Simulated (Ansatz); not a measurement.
# Geometry relaxation of Si₃N₄ (part 3 of 3)

Continued. System: Si₃N₄ (P6₃, 14 atoms in the cell). Method: DFT PBE, scalar-relativistic, plane waves, PAW, no spin polarisation (Ansatz 0.2.0); cutoff 420 eV, 3×3×8 k-mesh, Gaussian smearing of 0.1 eV. The structure derives from an entry of the Crystallography Open Database.

Geometry of the input (Å; fractional positions):
```
7.5950  0.0000  0.0000
-3.7975  6.5775  0.0000
0.0000  0.0000  2.9023
Si 0.7687  0.1744  0.2500
Si 0.5943  0.7687  0.7500
Si 0.8256  0.5943  0.2500
Si 0.2313  0.8256  0.7500
Si 0.4057  0.2313  0.2500
Si 0.1744  0.4057  0.7500
N  0.0297  0.3295  0.2650
N  0.7002  0.0297  0.7650
N  0.6705  0.7002  0.2650
N  0.9703  0.6705  0.7650
N  0.2998  0.9703  0.2650
N  0.3295  0.2998  0.7650
N  0.3333  0.6667  0.2344
N  0.6667  0.3333  0.7344
```

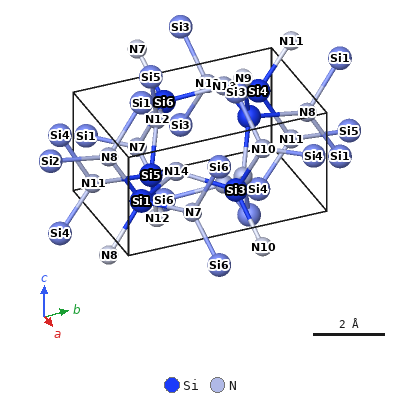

Figure 1. The geometry at step 7 of the log (ball-and-stick view of the cell of the calculation, seen slightly off an axis; neighbours outside the cell are drawn fainter; atoms are numbered from 1 in the order of the input).

**Output, continued**
```
  k-point 0: bands = ["-10.0334", "-8.6119", "-8.6119", "-7.9767", "-7.8446", "-7.8446", "-6.6204", "-6.3297", "0.0052", "0.0052", "0.0904", "0.7595", "0.7595", "2.2952", "2.2952", "3.1654", "3.4897", "4.0339", "4.0339", "4.1618", "4.1618", "4.7270", "4.7270", "4.7892", "5.2519", "6.5158", "6.5158", "6.7739", "6.7739", "7.5855", "7.6379", "7.8432", "12.2688", "12.6010", "12.8028", "12.8028", "13.1015", "13.1015", "13.8864", "15.3662", "15.8618", "15.8618", "16.6050", "17.4340", "17.4340", "17.6557"]
  k-point 1: bands = ["-9.8496", "-8.4468", "-8.4468", "-7.8494", "-7.7032", "-7.7032", "-6.5500", "-6.3056", "0.0213", "0.0216", "0.2102", "0.7827", "0.7831", "2.3555", "2.3556", "2.7329", "3.1637", "3.5009", "3.5012", "3.5663", "3.5665", "4.5483", "4.6588", "4.6591", "4.6936", "6.4773", "6.4773", "6.8029", "6.8029", "6.9742", "7.1569", "8.0222", "13.2438", "13.3866", "13.6565", "13.6566", "13.6741", "13.6741", "14.1949", "15.4355", "15.6710", "15.6725", "16.9603", "16.9885", "16.9896", "17.1294"]
  k-point 2: bands = ["-9.3203", "-7.9862", "-7.9861", "-7.5172", "-7.3321", "-7.3321", "-6.3882", "-6.3129", "-0.2150", "-0.2144", "0.5134", "0.5142", "0.5235", "1.4068", "2.3107", "2.3112", "2.5845", "2.6327", "2.6335", "3.0624", "3.0628", "3.5063", "4.4929", "4.6042", "4.6047", "5.8883", "6.3820", "6.3821", "6.4923", "6.7371", "6.7371", "7.9727", "13.6370", "13.6378", "14.4786", "14.6846", "14.6848", "14.9122", "15.1209", "15.6298", "15.6307", "15.8131", "15.8392", "15.8401", "16.3322", "16.8208"]
  k-point 14: bands = ["-7.5645", "-7.5645", "-6.9918", "-6.9918", "-6.9718", "-6.9718", "-6.3275", "-6.3275", "-1.0334", "-1.0334", "-0.4246", "-0.4246", "-0.1717", "-0.1717", "1.6180", "1.6180", "1.9215", "1.9215", "3.2492", "3.2492", "3.5135", "3.5135", "3.7236", "3.7236", "5.3400", "5.3400", "6.1744", "6.1744", "6.6604", "6.6604", "6.9524", "6.9524", "12.9685", "12.9685", "13.8296", "13.8296", "14.0709", "14.0709", "14.3879", "14.3879", "14.5574", "14.5574", "15.5997", "15.5997", "16.9384", "16.9384"]
--- Relaxed structure (11 steps of the walk, 11 accepted, 1 SCFs on fresh bases) ---
  F+E_penalty+E_count = -6901.80909936 eV   max|allowed force component| = 4.333e-2 eV/Å   (the final SCF, on the basis selected at the relaxed cell)
  cell:  # Å, volume = 148.7517 Å³
    - [7.65812207784753, 1.3437488240021177e-17, -3.34123236759082e-33]
    - [-3.829061038923765, 6.632128264698431, -1.2229759264850664e-33]
    - [-1.2767950889388277e-33, -1.276795088938828e-33, 2.928779521325267]
  atoms:
    - { symbol: Si, position: [0.7689930386423256, 0.17499615035127278, 0.3256300228656853] }
    - { symbol: Si, position: [0.5939968882910529, 0.7689930386423257, 0.8256300228656853] }
    - { symbol: Si, position: [0.8250038496487273, 0.5939968882910528, 0.3256300228656853] }
    - { symbol: Si, position: [0.23100696135767432, 0.825003849648727, 0.8256300228656853] }
    - { symbol: Si, position: [0.40600311170894726, 0.23100696135767443, 0.3256300228656853] }
    - { symbol: Si, position: [0.17499615035127278, 0.4060031117089472, 0.8256300228656853] }
    - { symbol: N, position: [0.031048070204958728, 0.33036901738416824, 0.3256619681232568] }
    - { symbol: N, position: [0.7006790528207907, 0.031048070204958825, 0.8256619681232569] }
    - { symbol: N, position: [0.6696309826158315, 0.7006790528207906, 0.3256619681232568] }
    - { symbol: N, position: [0.9689519297950411, 0.6696309826158314, 0.8256619681232569] }
    - { symbol: N, position: [0.29932094717920954, 0.9689519297950414, 0.3256619681232568] }
    - { symbol: N, position: [0.33036901738416835, 0.2993209471792095, 0.8256619681232569] }
    - { symbol: N, position: [0.3333333333333333, 0.6666666666666666, -0.17447597296682663] }
    - { symbol: N, position: [0.6666666666666667, 0.3333333333333333, 0.3255240270331734] }
```

**Trajectory as extended XYZ (Å, eV, eV/Å), 12 frames, from step=1 to step=12**
```
14
Lattice="7.5950 0.0000 0.0000 -3.7975 6.5775 0.0000 0.0000 0.0000 2.9023" Properties=species:S:1:pos:R:3:forces:R:3 step=1 energy=-6891.75204 pressure_GPa=-2.26
Si    5.1760    1.1471    0.7256   -1.2968   1.3625   1.4468
Si    1.5946    5.0561    2.1767   -1.8284  -0.4418   1.4468
Si    4.0136    3.9090    0.7256   -0.5316  -1.8043   1.4468
Si   -1.3785    5.4304    2.1767    1.2968  -1.3625   1.4468
Si    2.2029    1.5214    0.7256    1.8284   0.4418   1.4468
Si   -0.2161    2.6685    2.1767    0.5316   1.8043   1.4468
N    -1.0257    2.1673    0.7691   -1.6034  -1.5746  -1.0499
N     5.2052    0.1954    2.2203    0.5619  -2.1759  -1.0499
N     2.4334    4.6055    0.7691    2.1653  -0.6013  -1.0499
N     4.8232    4.4102    2.2203    1.6034   1.5746  -1.0499
N    -1.4077    6.3821    0.7691   -0.5619   2.1759  -1.0499
N     1.3641    1.9719    2.2203   -2.1653   0.6013  -1.0499
N     0.0000    4.3850    0.6803    0.0000   0.0000  -1.1909
N     3.7975    2.1925    2.1314    0.0000   0.0000  -1.1909
14
Lattice="7.7771 0.0000 0.0000 -3.8886 6.7352 0.0000 0.0000 0.0000 2.7616" Properties=species:S:1:pos:R:3:forces:R:3 step=2 energy=-6894.07640 pressure_GPa=-5.62
Si    5.2065    1.0715    0.7018   -0.9255   0.8524   1.1905
Si    1.6753    5.0447    2.0826   -1.2010  -0.3753   1.1905
Si    4.2460    3.9732    0.7018   -0.2755  -1.2277   1.1905
Si   -1.3179    5.6637    2.0826    0.9255  -0.8524   1.1905
Si    2.2132    1.6905    0.7018    1.2010   0.3753   1.1905
Si   -0.3574    2.7620    2.0826    0.2755   1.2277   1.1905
N    -1.2001    2.1317    0.7333   -0.4479   0.1942  -0.7717
N     5.3310    0.0265    2.1141   -0.3921  -0.2908  -0.7717
N     2.6425    4.6300    0.7333    0.0557  -0.4850  -0.7717
N     5.0887    4.6035    2.1141    0.4479  -0.1942  -0.7717
N    -1.4424    6.7087    0.7333    0.3921   0.2908  -0.7717
N     1.2460    2.1052    2.1141   -0.0557   0.4850  -0.7717
N     0.0000    4.4901    0.6085    0.0000   0.0000  -1.2566
N     3.8886    2.2451    1.9893    0.0000   0.0000  -1.2566
14
Lattice="7.5556 0.0000 0.0000 -3.7778 6.5434 0.0000 0.0000 0.0000 2.6623" Properties=species:S:1:pos:R:3:forces:R:3 step=3 energy=-6894.87163 pressure_GPa=6.64
Si    4.8756    1.0525    0.7057    1.1682  -1.4338   0.8224
Si    1.5263    4.7486    2.0369    1.8258   0.2948   0.8224
Si    4.2063    3.6961    0.7057    0.6576   1.7286   0.8224
Si   -1.0978    5.4909    2.0369   -1.1682   1.4338   0.8224
Si    2.2515    1.7947    0.7057   -1.8258  -0.2948   0.8224
Si   -0.4285    2.8472    2.0369   -0.6576  -1.7286   0.8224
N    -1.3085    2.1485    0.7138   -0.1096  -0.0451  -0.4877
N     5.0407   -0.0590    2.0449   -0.0158  -0.1174  -0.4877
N     2.5714    4.3359    0.7138    0.0938  -0.0724  -0.4877
N     5.0863    4.3949    2.0449    0.1096   0.0451  -0.4877
N    -1.2629    6.6023    0.7138    0.0158   0.1174  -0.4877
N     1.2064    2.2075    2.0449   -0.0938   0.0724  -0.4877
N     0.0000    4.3622    0.4787    0.0000   0.0000  -1.0041
N     3.7778    2.1811    1.8098    0.0000   0.0000  -1.0041
14
Lattice="7.5078 0.0000 0.0000 -3.7539 6.5020 0.0000 0.0000 0.0000 2.7334" Properties=species:S:1:pos:R:3:forces:R:3 step=4 energy=-6895.56233 pressure_GPa=3.66
Si    4.8684    0.9849    0.7419   -0.4698  -1.0177   0.7663
Si    1.5813    4.7086    2.1086    0.6464  -0.9157   0.7663
Si    4.2207    3.7237    0.7419    1.1163   0.1020   0.7663
Si   -1.1145    5.5171    2.1086    0.4698   1.0177   0.7663
Si    2.1726    1.7933    0.7419   -0.6464   0.9157   0.7663
Si   -0.4668    2.7782    2.1086   -1.1163  -0.1020   0.7663
N    -1.3333    2.0823    0.7306    0.9906   0.9351  -0.2144
N     5.0378   -0.1135    2.0973   -0.3145   1.3255  -0.2144
N     2.6172    4.3061    0.7306   -1.3052   0.3904  -0.2144
N     5.0872    4.4196    2.0973   -0.9906  -0.9351  -0.2144
N    -1.2839    6.6155    0.7306    0.3145  -1.3255  -0.2144
N     1.1367    2.1958    2.0973    1.3052  -0.3904  -0.2144
N     0.0000    4.3346    0.4463    0.0000   0.0000  -1.6555
N     3.7539    2.1673    1.8130    0.0000   0.0000  -1.6555
14
Lattice="7.5099 0.0000 0.0000 -3.7549 6.5037 0.0000 0.0000 0.0000 2.7790" Properties=species:S:1:pos:R:3:forces:R:3 step=5 energy=-6896.26567 pressure_GPa=1.88
Si    4.8570    0.9558    0.7832   -0.1929  -0.7336   0.7193
Si    1.6007    4.6841    2.1727    0.5388  -0.5339   0.7193
Si    4.2537    3.7283    0.7832    0.7318   0.1997   0.7193
Si   -1.1020    5.5479    2.1727    0.1929   0.7336   0.7193
Si    2.1542    1.8196    0.7832   -0.5388   0.5339   0.7193
Si   -0.4987    2.7754    2.1727   -0.7318  -0.1997   0.7193
N    -1.3498    2.0886    0.7546    1.1183   0.7266  -0.0349
N     5.0262   -0.1247    2.1441   -0.0701   1.3318  -0.0349
N     2.6211    4.2904    0.7546   -1.1884   0.6052  -0.0349
N     5.1048    4.4151    2.1441   -1.1183  -0.7266  -0.0349
N    -1.2712    6.6284    0.7546    0.0701  -1.3318  -0.0349
N     1.1339    2.2133    2.1441    1.1884  -0.6052  -0.0349
N     0.0000    4.3358    0.3313    0.0000   0.0000  -2.0532
N     3.7549    2.1679    1.7208    0.0000   0.0000  -2.0532
14
Lattice="7.5446 0.0000 0.0000 -3.7723 6.5338 0.0000 0.0000 0.0000 2.8360" Properties=species:S:1:pos:R:3:forces:R:3 step=6 energy=-6897.54617 pressure_GPa=0.95
Si    4.8906    0.9382    0.8416    0.4188  -0.0810   0.2594
Si    1.6328    4.7045    2.2596    0.2796   0.3222   0.2594
Si    4.2868    3.7663    0.8416   -0.1392   0.4032   0.2594
Si   -1.1183    5.5956    2.2596   -0.4188   0.0810   0.2594
Si    2.1395    1.8293    0.8416   -0.2796  -0.3222   0.2594
Si   -0.5145    2.7675    2.2596    0.1392  -0.4032   0.2594
N    -1.3317    2.1133    0.7915    0.9112   0.1999   0.5252
N     5.0486   -0.0966    2.2095    0.2825   0.8891   0.5252
N     2.6080    4.3239    0.7915   -0.6287   0.6892   0.5252
N     5.1040    4.4206    2.2095   -0.9112  -0.1999   0.5252
N    -1.2763    6.6305    0.7915   -0.2825  -0.8891   0.5252
N     1.1643    2.2099    2.2095    0.6287  -0.6892   0.5252
N     0.0000    4.3559    0.1471    0.0000   0.0000  -2.3538
N     3.7723    2.1779    1.5651    0.0000   0.0000  -2.3538
14
Lattice="7.5971 0.0000 0.0000 -3.7985 6.5793 0.0000 0.0000 0.0000 2.8865" Properties=species:S:1:pos:R:3:forces:R:3 step=7 energy=-6898.91098 pressure_GPa=-0.83
Si    4.9628    0.9396    0.8931    0.6356   0.6846  -0.3538
Si    1.6677    4.7677    2.3364   -0.2751   0.8927  -0.3538
Si    4.3019    3.8281    0.8931   -0.9107   0.2081  -0.3538
Si   -1.1643    5.6397    2.3364   -0.6356  -0.6846  -0.3538
Si    2.1308    1.8115    0.8931    0.2751  -0.8927  -0.3538
Si   -0.5034    2.7511    2.3364    0.9107  -0.2081  -0.3538
N    -1.2865    2.1392    0.8338    0.5070  -0.2239   1.0779
N     5.1012   -0.0445    2.2770    0.4474   0.3272   1.0779
N     2.5892    4.3955    0.8338   -0.0596   0.5510   1.0779
N     5.0850    4.4401    2.2770   -0.5070   0.2239   1.0779
N    -1.3027    6.6238    0.8338   -0.4474  -0.3272   1.0779
N     1.2093    2.1837    2.2770    0.0596  -0.5510   1.0779
N     0.0000    4.3862   -0.0444    0.0000   0.0000  -2.1725
N     3.7985    2.1931    1.3989    0.0000   0.0000  -2.1725
14
Lattice="7.6178 0.0000 0.0000 -3.8089 6.5972 0.0000 0.0000 0.0000 2.9083" Properties=species:S:1:pos:R:3:forces:R:3 step=8 energy=-6900.64060 pressure_GPa=0.20
Si    5.0651    1.0012    0.9193    0.3426   0.8602  -0.2255
Si    1.6655    4.8871    2.3735   -0.5736   0.7268  -0.2255
Si    4.2182    3.8859    0.9193   -0.9162  -0.1334  -0.2255
Si   -1.2562    5.5960    2.3735   -0.3426  -0.8602  -0.2255
Si    2.1434    1.7101    0.9193    0.5736  -0.7268  -0.2255
Si   -0.4093    2.7113    2.3735    0.9162   0.1334  -0.2255
N    -1.1881    2.1587    0.8874    0.2140  -0.3537   0.7314
N     5.1542    0.0504    2.3415    0.4133   0.0084   0.7314
N     2.5334    4.4889    0.8874    0.1994   0.3622   0.7314
N     4.9970    4.4385    2.3415   -0.2140   0.3537   0.7314
N    -1.3453    6.5468    0.8874   -0.4133  -0.0084   0.7314
N     1.2755    2.1083    2.3415   -0.1994  -0.3622   0.7314
N     0.0000    4.3981   -0.2451    0.0000   0.0000  -1.5180
N     3.8089    2.1991    1.2090    0.0000   0.0000  -1.5180
14
Lattice="7.6416 0.0000 0.0000 -3.8208 6.6178 0.0000 0.0000 0.0000 2.9210" Properties=species:S:1:pos:R:3:forces:R:3 step=9 energy=-6901.56296 pressure_GPa=0.11
Si    5.1624    1.0693    0.9403   -0.3187   0.9588   0.1072
Si    1.6552    5.0054    2.4008   -0.9897   0.2033   0.1072
Si    4.1344    3.9361    0.9403   -0.6709  -0.7554   0.1072
Si   -1.3416    5.5485    2.4008    0.3187  -0.9588   0.1072
Si    2.1656    1.6124    0.9403    0.9897  -0.2033   0.1072
Si   -0.3136    2.6817    2.4008    0.6709   0.7554   0.1072
N    -1.1006    2.1708    0.9382    0.0021  -0.3274   0.0563
N     5.2113    0.1323    2.3988    0.2846  -0.1618   0.0563
N     2.4911    4.5793    0.9382    0.2824   0.1655   0.0563
N     4.9213    4.4470    2.3988   -0.0021   0.3274   0.0563
N    -1.3905    6.4855    0.9382   -0.2846   0.1618   0.0563
N     1.3297    2.0385    2.3988   -0.2824  -0.1655   0.0563
N     0.0000    4.4119   -0.4378    0.0000   0.0000  -0.4905
N     3.8208    2.2059    1.0227    0.0000   0.0000  -0.4905
14
Lattice="7.6771 0.0000 0.0000 -3.8385 6.6485 0.0000 0.0000 0.0000 2.9206" Properties=species:S:1:pos:R:3:forces:R:3 step=10 energy=-6901.78923 pressure_GPa=-0.34
Si    5.2334    1.1721    0.9506    0.0836  -0.1644   0.0170
Si    1.6017    5.1183    2.4109    0.1842  -0.0098   0.0170
Si    4.0453    3.9463    0.9506    0.1006   0.1546   0.0170
Si   -1.3949    5.4765    2.4109   -0.0836   0.1644   0.0170
Si    2.2369    1.5302    0.9506   -0.1842   0.0098   0.0170
Si   -0.2068    2.7023    2.4109   -0.1006  -0.1546   0.0170
N    -1.0241    2.1892    0.9512    0.0252   0.1400  -0.0147
N     5.2691    0.2077    2.4115   -0.1086   0.0918  -0.0147
N     2.4547    4.6670    0.9512   -0.1338  -0.0482  -0.0147
N     4.8627    4.4593    2.4115   -0.0252  -0.1400  -0.0147
N    -1.4305    6.4409    0.9512    0.1086  -0.0918  -0.0147
N     1.3839    1.9815    2.4115    0.1338   0.0482  -0.0147
N     0.0000    4.4324   -0.5085    0.0000   0.0000  -0.0067
N     3.8385    2.2162    0.9518    0.0000   0.0000  -0.0067
14
Lattice="7.6581 0.0000 0.0000 -3.8291 6.6321 0.0000 0.0000 0.0000 2.9288" Properties=species:S:1:pos:R:3:forces:R:3 step=11 energy=-6901.79633 pressure_GPa=0.02
Si    5.2190    1.1606    0.9537   -0.0233   0.0280   0.0016
Si    1.6044    5.1001    2.4181   -0.0359  -0.0061   0.0016
Si    4.0435    3.9395    0.9537   -0.0127  -0.0342   0.0016
Si   -1.3899    5.4715    2.4181    0.0233  -0.0280   0.0016
Si    2.2247    1.5321    0.9537    0.0359   0.0061   0.0016
Si   -0.2145    2.6927    2.4181    0.0127   0.0342   0.0016
N    -1.0272    2.1911    0.9538   -0.0049  -0.0434  -0.0023
N     5.2470    0.2059    2.4182    0.0351  -0.0259  -0.0023
N     2.4452    4.6470    0.9538    0.0400   0.0174  -0.0023
N     4.8563    4.4411    2.4182    0.0049   0.0434  -0.0023
N    -1.4179    6.4262    0.9538   -0.0351   0.0259  -0.0023
N     1.3839    1.9851    2.4182   -0.0400  -0.0174  -0.0023
N     0.0000    4.4214   -0.5110    0.0000   0.0000   0.0019
N     3.8291    2.2107    0.9534    0.0000   0.0000   0.0019
14
Lattice="7.6581 0.0000 0.0000 -3.8291 6.6321 0.0000 0.0000 0.0000 2.9288" Properties=species:S:1:pos:R:3:forces:R:3 step=12 energy=-6901.80910 pressure_GPa=0.15
Si    5.2190    1.1606    0.9537   -0.0232   0.0278   0.0016
Si    1.6044    5.1001    2.4181   -0.0357  -0.0062   0.0016
Si    4.0435    3.9395    0.9537   -0.0125  -0.0340   0.0016
Si   -1.3899    5.4715    2.4181    0.0232  -0.0278   0.0016
Si    2.2247    1.5321    0.9537    0.0357   0.0062   0.0016
Si   -0.2145    2.6927    2.4181    0.0125   0.0340   0.0016
N    -1.0272    2.1911    0.9538   -0.0051  -0.0433  -0.0023
N     5.2470    0.2059    2.4182    0.0350  -0.0261  -0.0023
N     2.4452    4.6470    0.9538    0.0401   0.0173  -0.0023
N     4.8563    4.4411    2.4182    0.0051   0.0433  -0.0023
N    -1.4179    6.4262    0.9538   -0.0350   0.0261  -0.0023
N     1.3839    1.9851    2.4182   -0.0401  -0.0173  -0.0023
N     0.0000    4.4214   -0.5110    0.0000   0.0000   0.0019
N     3.8291    2.2107    0.9534    0.0000   0.0000   0.0019
```

**Results in brief**

- outcome: converged
- space group (tolerance 0.01 Å): P6₃ (173) → P6₃/m (176)
- electrons treated: 64
- free energy: −6901.8091 eV
- Fermi energy: 10.146 eV
- gap on the k-point mesh: 4.25 eV
- pressure: 0.15 GPa
- final volume: 148.75 Å³
- largest force (length of the vector) at the end: 0.044 eV/Å
- final cell: a = 7.658 Å, b = 7.658 Å, c = 2.929 Å, α = 90.00°, β = 90.00°, γ = 120.00°
- hardware: 4 threads of AMD EPYC (Zen 5), 32 GiB of memory available, shared host
- wall time: 14 s (CPU time 51 s)
- peak memory: 0.53 GiB
